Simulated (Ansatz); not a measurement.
# Geometry relaxation, with input and output: AlRu

AlRu (Pm-3m, 2 atoms in the cell), computed with DFT PBE, scalar-relativistic, plane waves, PAW, no spin polarisation (Ansatz 0.2.0).

The structure was made by a generator, so it may or may not be a known phase. Figures and captions count atoms from 1; the log counts them from 0 in places.

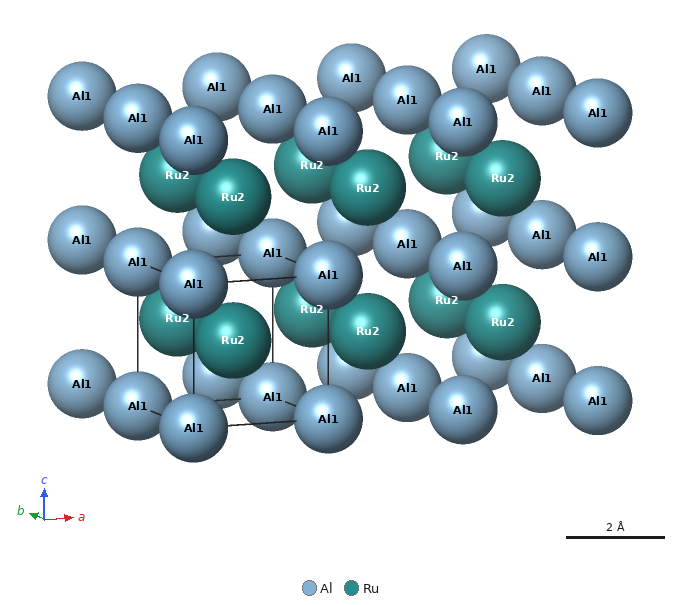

Fig. 1: The starting structure (spheres-only view of the cell of the calculation, repeated 3 × 2 × 2, seen slightly off an axis; atoms are numbered from 1 in the order of the input).

**Input file**
```yaml
crystal:
  lattice:
    - [3.0037043292, 0.0, 0.0]
    - [0.0, 3.0037043292, 0.0]
    - [0.0, 0.0, 3.0037043292]
  atoms:
    - { symbol: Al, position: [0.0, 0.0, 0.0] }
    - { symbol: Ru, position: [0.5, 0.5, 0.5] }
basis:
  ecutwfc: 420
kpoints:
  mp_grid: { grid: [18, 18, 18] }
hamiltonian:
  xc: pbe
scf:
  occupations: { method: gaussian, width: 0.1 }
output:
  forces: true
  stress: true
  eigenvalues: true
  write_density: true
  write_potential: true
  elf: true
  volumetric_format: npy
relax:
  adjacent_minimum: "off"
  f_tol: 0.01
  max_steps: 80
  cell: { stress_tol: 0.05 }
```

Launch command:
```bash
ansatz run input.yaml --threads 1 --pin off --max-ram 2048MiB --backend cpu --events-out ev --progress --plain --runs-dir out
```

**What the program printed**
```
Engine: ansatz 0.2.0, x86_64-unknown-linux-gnu
Pseudopotentials: kind: paw
Pseudopotential: Al, paw, valence charge 3, recommended cutoff 420 eV (normal), Al.paw.azcp
Pseudopotential: Ru, paw, valence charge 16, recommended cutoff 420 eV (normal), Ru.paw.azcp
Functional definition: PBE
  parameter kappa = 0.804
  parameter beta = 0.06672455060314922
  exchange = pbe_x(kappa = kappa, mu = beta*pi^2/3)
  correlation = pbe_c(beta = beta)
Crystal: 2 atoms, lattice volume = 27.100 Å³
Basis set: ecut = 420 eV, 515 PW (Γ), exchange–correlation on 48×48×48 points (8 copies of the dense FFT grid, shifted against one another)
Bands: 14, of which v1, the nominal top of the filled ones, is band 10 counted from 1 (9 counted from 0)
Symmetry: 48 space group operations
Space group: Pm-3m (ITA 221), of the structure as read, at distance tolerance 3.0e-5 Å
k-points: 220 of 5832
Non-local potential: Al, projectors of the file, l = 0: 2, l = 1: 2, l = 2: 1
Non-local potential: Ru, projectors of the file, l = 0: 3, l = 1: 2, l = 2: 2, l = 3: 1
PAW form: soft (Blöchl's): semilocal exchange-correlation on the pseudo side does not see the compensation charge
PAW one-centre angular grid: Al, 110 points (default); XC on 64 Gauss nodes
PAW one-centre angular grid: Ru, 590 points (default); XC on 64 Gauss nodes
Initial density: superposition of atomic densities (neutral atoms: chi_scale 0, normalization atom), corrected by the library's trained network
Initial wavefunctions: pseudopotential atomic-orbital guess
Functional: x = pbe(κ = 0.804, μ = 0.2195149727645171), c = pbe(β = 0.06672455060314922)
SCF iter   1: F=—  HF=-6417.474130 eV  |F-HF|=—  |Δ(HF+E_count)|=         —  Δρ=3.79e-3  dr2=4.19e-3  ethr=1.77e-3  ⟨swp⟩=5.0  Hψ=16253  notcnv=0
preconditioner: auto → none  [metal: Δε(μ)=0.007 eV  Ē_g=8.769 eV  σ=0.100 eV  W_gap=0.04  n_scr=6 (ndim 8)  ℏωp=23.7 eV  f_vac=0.000  D(μ)=1.48/eV (n_scr^D=18)  sad-step TF]
SCF iter   2: F=—  HF=-6417.473549 eV  |F-HF|=—  |Δ(HF+E_count)|=   5.81e-4  Δρ=2.30e-3  dr2=1.77e-3  ethr=2.20e-5  ⟨swp⟩=2.0  Hψ=5089  notcnv=0
SCF iter   3: F=—  HF=-6417.473218 eV  |F-HF|=—  |Δ(HF+E_count)|=   3.31e-4  Δρ=3.04e-4  dr2=2.04e-5  ethr=9.29e-6  ⟨swp⟩=2.0  Hψ=3873  notcnv=0
SCF iter   4: F=—  HF=-6417.473195 eV  |F-HF|=—  |Δ(HF+E_count)|=   2.33e-5  Δρ=9.25e-5  dr2=1.10e-6  ethr=1.07e-7  ⟨swp⟩=2.1  Hψ=4012  notcnv=0
iter 5 did not close the SCF: its close was put off for the readings that it lacked (scf_convergence_deferred on its scf_iter line)
SCF iter   5: F=-6417.473195 eV  HF=-6417.473195 eV  |F-HF|=2.39e-9  |Δ(HF+E_count)|=   4.82e-8  Δρ=1.10e-5  dr2=8.36e-9  ethr=5.78e-9  ⟨swp⟩=2.3  Hψ=5075  notcnv=0
SCF iter   6: F=-6417.473195 eV  HF=-6417.473195 eV  |F-HF|=3.37e-11  |Δ(HF+E_count)|=  4.68e-10  Δρ=2.54e-6  dr2=3.04e-10  ethr=4.40e-11  ⟨swp⟩=4.6  Hψ=15181  notcnv=0
SCF 1 converged in 6 iterations: F = -6417.473195 eV  dr2 = 3.04e-10
  greatest PAW one-centre occupation: 0.998 electrons in one spin orbital (limit 2), on the Ru atom at site 1 (counted from 0), in its partial waves of l = 0
relax step   1: F+E_penalty+E_count = -6417.47319489 eV  Δ(F+E_penalty+E_count) = +0.000e0 eV  max|allowed force component| = 1.609e-29 eV/Å  Δτ_max = 0.0000 Å  P = -0.006 GPa  Ω = 27.100 Å³  (6 SCF iters, dr2 threshold 1.00e-7 eV, accepted)
Initial density: handed on by an earlier stage of this run
Initial wavefunctions: pseudopotential atomic-orbital guess (no wavefunctions were taken with the density)
iter 1 solved again at ethr=8.68e-9 eV; its pass at ethr=3.10e-3 eV (dr2=1.65e-6 eV) is discarded
SCF iter   1: F=—  HF=-6417.473215 eV  |F-HF|=—  |Δ(HF+E_count)|=         —  Δρ=2.63e-6  dr2=8.44e-10  ethr=8.68e-9  ⟨swp⟩=3.0  Hψ=24467  notcnv=0
preconditioner: auto → none  [metal: Δε(μ)=0.010 eV  Ē_g=8.770 eV  σ=0.100 eV  W_gap=0.06  n_scr=6 (ndim 8)  ℏωp=23.7 eV  f_vac=0.000  D(μ)=1.49/eV (n_scr^D=18)]
SCF iter   2: F=—  HF=-6417.473195 eV  |F-HF|=—  |Δ(HF+E_count)|=   2.05e-5  Δρ=1.43e-6  dr2=1.04e-10  ethr=4.44e-12  ⟨swp⟩=2.0  Hψ=5204  notcnv=0
iter 3 did not close the SCF: its close was put off for the readings that it lacked (scf_convergence_deferred on its scf_iter line)
SCF iter   3: F=-6417.473195 eV  HF=-6417.473195 eV  |F-HF|=1.18e-11  |Δ(HF+E_count)|=  3.18e-11  Δρ=6.58e-7  dr2=1.66e-11  ethr=1.00e-12  ⟨swp⟩=1.0  Hψ=3080  notcnv=0
iter 4 did not close the SCF: its close was put off for the readings that it lacked (scf_convergence_deferred on its scf_iter line)
SCF iter   4: F=-6417.473195 eV  HF=-6417.473195 eV  |F-HF|=3.64e-12  |Δ(HF+E_count)|=  1.09e-11  Δρ=2.17e-7  dr2=3.36e-12  ethr=1.00e-12  ⟨swp⟩=1.0  Hψ=3080  notcnv=0
iter 5 did not close the SCF: its close was put off for the readings that it lacked (scf_convergence_deferred on its scf_iter line)
SCF iter   5: F=-6417.473195 eV  HF=-6417.473195 eV  |F-HF|=0.00e0  |Δ(HF+E_count)|=  9.09e-13  Δρ=3.81e-8  dr2=4.04e-13  ethr=1.00e-12  ⟨swp⟩=1.0  Hψ=3080  notcnv=0
iter 6 did not close the SCF: its close was put off for the readings that it lacked (scf_convergence_deferred on its scf_iter line)
SCF iter   6: F=-6417.473195 eV  HF=-6417.473195 eV  |F-HF|=9.09e-13  |Δ(HF+E_count)|=    0.00e0  Δρ=1.98e-8  dr2=1.26e-13  ethr=1.00e-12  ⟨swp⟩=1.0  Hψ=3080  notcnv=0
SCF iter   7: F=-6417.473195 eV  HF=-6417.473195 eV  |F-HF|=1.82e-12  |Δ(HF+E_count)|=  9.09e-13  Δρ=9.03e-9  dr2=2.48e-14  ethr=1.00e-12  ⟨swp⟩=2.6  Hψ=9377  notcnv=0
SCF 2 converged in 7 iterations: F = -6417.473195 eV  dr2 = 2.48e-14
relax step   2: F+E_penalty+E_count = -6417.47319489 eV  Δ(F+E_penalty+E_count) = -3.274e-11 eV  max|allowed force component| = 1.310e-29 eV/Å  Δτ_max = 0.0000 Å  P = -0.006 GPa  Ω = 27.100 Å³  stress off target by 6.10e-3 GPa  SCF on the basis re-selected at this cell (its energy is not comparable with the rows above)  (7 SCF iters)
```

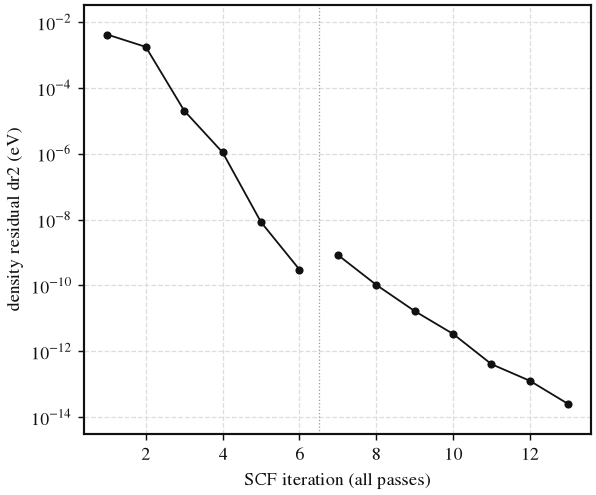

Fig. 2: Convergence of the self-consistent field: density residual dr2 against the SCF iteration. The dotted lines part the SCF passes of the relaxation: geometry steps, rejected trials and re-solves on a re-selected basis. The passes take 6 and 7 iterations.

```
basis re-selected at this cell: Δ(F+E_penalty+E_count) = -3.274e-11 eV, ΔP = +0.000 GPa vs the last step (what re-selecting the basis moved, of the pressure what is left beyond the Pulay correction that the steps carried, after the strain that the cell walked since its last selection, with what the two solves' SCF thresholds leave and, on support functions, any second-order correction that the steps lacked; it is no measure of the basis error at this ecutwfc). This SCF's stress stands 6.10e-3 GPa from its target on what of the cell is left free (relax.cell.stress_tol is 5.00e-2 GPa) and its largest allowed force component is 1.31e-29 eV/Å (relax.f_tol is 1.00e-2 eV/Å): within both
SCF converged after 7 iterations
Free energy (F): -6417.473195 eV
Harris-Foulkes:  -6417.473195 eV  (|F-HF|=1.82e-12)
Internal energy: -6417.465726 eV  (E = F + TS)
E sigma→0 (E₀):  -6417.469460 eV
Entropy (-TS):   -0.007469 eV (-3.734 meV/atom)
Fermi energy:    15.873287 eV
--- Per-component energies (eV) ---
  E_band       = -123.894384
  E_kinetic    = 542.620639
  E_local      = -1809.539146  (includes V_loc(G=0)·N_el)
  E_nonlocal   = 354.536086
  E_hartree    = 642.857252
  E_xc         = -231.992736
  E_vxc        = -270.416648  (∫ρ·V_xc dr)
  E_paw        = -3929.162618  (= ΣΔE_a)
  E_vpaw       = -226.809657  (= ΣTr[D̂ρ^β])
  E_aug_tail   = -0.000170  (compensation charges beyond the density's cutoff)
  E_ewald      = -1986.785034
  E_smearing   = -0.007469  (= −TS)
  E_closure    = 0.000000  (closes the sum)
  Σ components = -6417.473195   (vs F -6417.473195, Δ=0.00e0)
--- Forces (eV/Å), atoms counted from 1 ---
  atom   1  Al    -0.00000000     0.00000000     0.00000000
  atom   2  Ru     0.00000000    -0.00000000     0.00000000
  max |Σ_I F_I| component: 2.43e-29 eV/Å
--- Stress (GPa, compression-positive) ---
       -0.006097      -0.000000       0.000000
        0.000000      -0.006097       0.000000
       -0.000000       0.000000      -0.006097
  P = ⅓ Tr σ = -0.0061 GPa (-0.061 kbar)
--- Band table (eV; the first three rows and the last of 220) ---
  k-point 0: bands = ["-55.9153", "-25.8671", "-25.8671", "-25.8671", "6.2913", "12.3780", "12.3780", "16.0519", "16.0519", "16.0519", "21.9044", "21.9044", "21.9044", "26.7400"]
  k-point 1: bands = ["-55.9149", "-25.8732", "-25.8666", "-25.8666", "6.3499", "12.3986", "12.3987", "15.9774", "15.9774", "16.0591", "21.5994", "22.0236", "22.0236", "26.6082"]
  k-point 2: bands = ["-55.9136", "-25.8908", "-25.8652", "-25.8652", "6.5242", "12.4504", "12.4590", "15.7759", "15.7759", "16.0799", "20.8791", "22.3594", "22.3594", "26.2452"]
  k-point 219: bands = ["-55.8718", "-26.0203", "-26.0203", "-26.0203", "11.3184", "11.3184", "11.3184", "17.4746", "17.4746", "18.3902", "19.9823", "19.9823", "19.9823", "24.3009"]
--- Relaxed structure (1 steps of the walk, 1 accepted, 1 SCFs on fresh bases) ---
  F+E_penalty+E_count = -6417.47319489 eV   max|allowed force component| = 1.310e-29 eV/Å   (the final SCF, on the basis selected at the relaxed cell)
  cell:  # Å, volume = 27.1001 Å³
    - [3.0037043292, 0.0, 0.0]
    - [0.0, 3.0037043292, 0.0]
    - [0.0, 0.0, 3.0037043292]
  atoms:
    - { symbol: Al, position: [0.0, 0.0, 0.0] }
    - { symbol: Ru, position: [0.5, 0.5, 0.5] }
```

**Trajectory as extended XYZ (Å, eV, eV/Å), 2 frames, from step=1 to step=2**
```
2
Lattice="3.0037 0.0000 0.0000 0.0000 3.0037 0.0000 0.0000 0.0000 3.0037" Properties=species:S:1:pos:R:3:forces:R:3 step=1 energy=-6417.47319 pressure_GPa=-0.01
Al    0.0000    0.0000    0.0000    0.0000   0.0000   0.0000
Ru    1.5019    1.5019    1.5019    0.0000   0.0000   0.0000
2
Lattice="3.0037 0.0000 0.0000 0.0000 3.0037 0.0000 0.0000 0.0000 3.0037" Properties=species:S:1:pos:R:3:forces:R:3 step=2 energy=-6417.47319 pressure_GPa=-0.01
Al    0.0000    0.0000    0.0000    0.0000   0.0000   0.0000
Ru    1.5019    1.5019    1.5019    0.0000   0.0000   0.0000
```

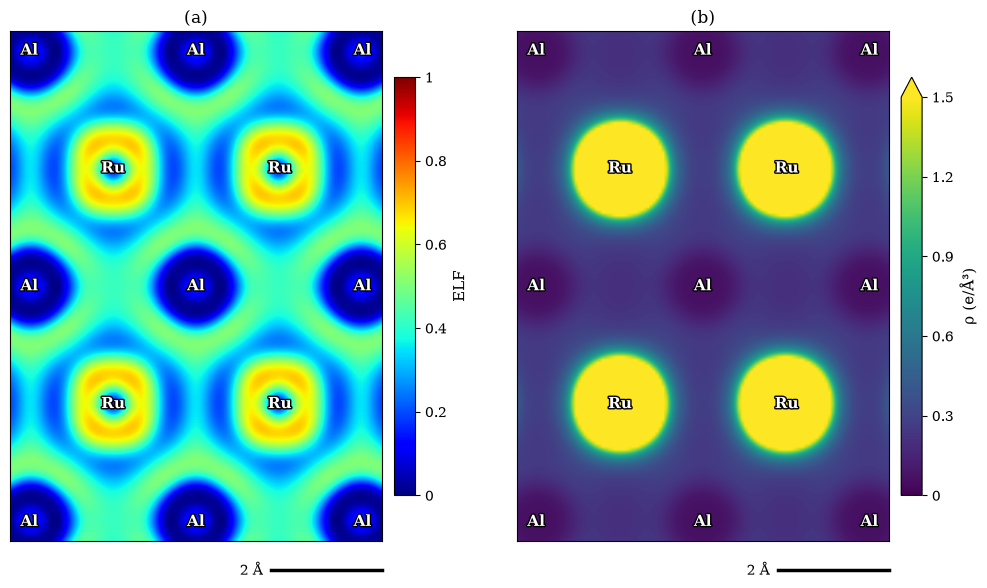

Fig. 3: (a) electron localisation function; (b) valence charge density (pseudo) on the (011̄) plane of the conventional cell. The plane passes through Al and Ru nuclei. Al–Ru (2.60 Å): ρ is about 0.35 e/Å³ halfway; the ELF is about 0.40 at the midpoint; no localised pair between them. Away from the nuclei the density in this plane falls to 0.2 e/Å³ at its lowest. The strong features right at Ru lie inside the PAW spheres (semicore, d or f shells) and say nothing about bonding. Core electrons are frozen (PAW), so the fields are smoothed inside the atomic spheres.

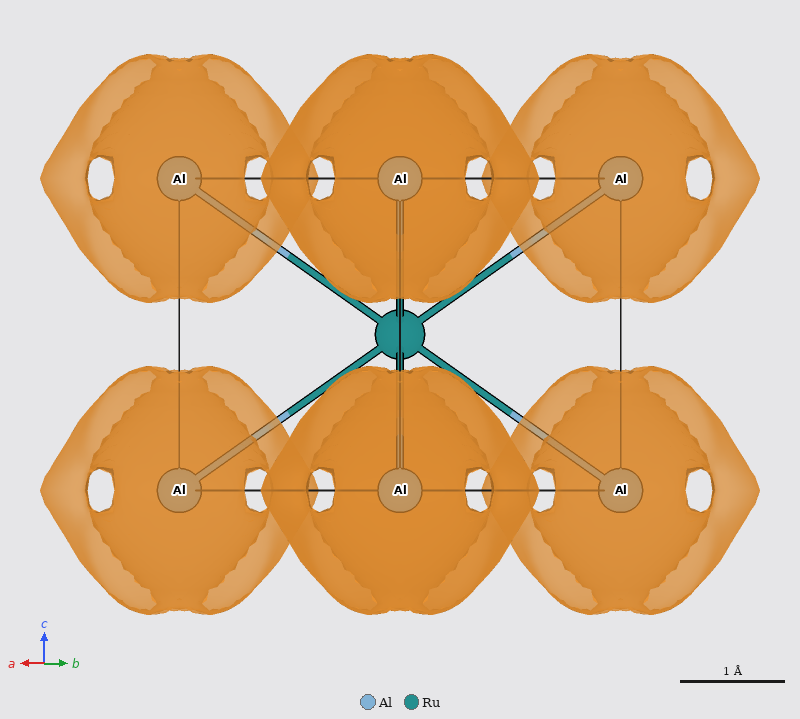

Fig. 4: Isosurface of the electron localisation function at 0.45 (orange), seen along [110]. Core shells and regions of very low density are left out. Sticks mark near contacts. The outline is the cell set on symmetry axes. Along the contacts the grid gives the following. Al–Ru (2.60 Å): the ELF is about 0.40 at the midpoint; no localised pair between them.

**Results in brief**

```tsv
quantity	value
outcome	converged
space group (tolerance 0.01 Å)	Pm-3m (221)
electrons treated	19
free energy	−6417.4732 eV
Fermi energy	15.873 eV
gap on the k-point mesh	none (metallic)
pressure	−0.01 GPa
final volume	27.10 Å³
largest force (length of the vector) at the end	under 0.001 eV/Å
final cell	a = 3.004 Å, b = 3.004 Å, c = 3.004 Å, α = 90.00°, β = 90.00°, γ = 90.00°
hardware	1 thread of Intel Xeon (Sapphire Rapids), 288 GiB of memory available, shared host
wall time	10 s
peak memory	0.47 GiB
```
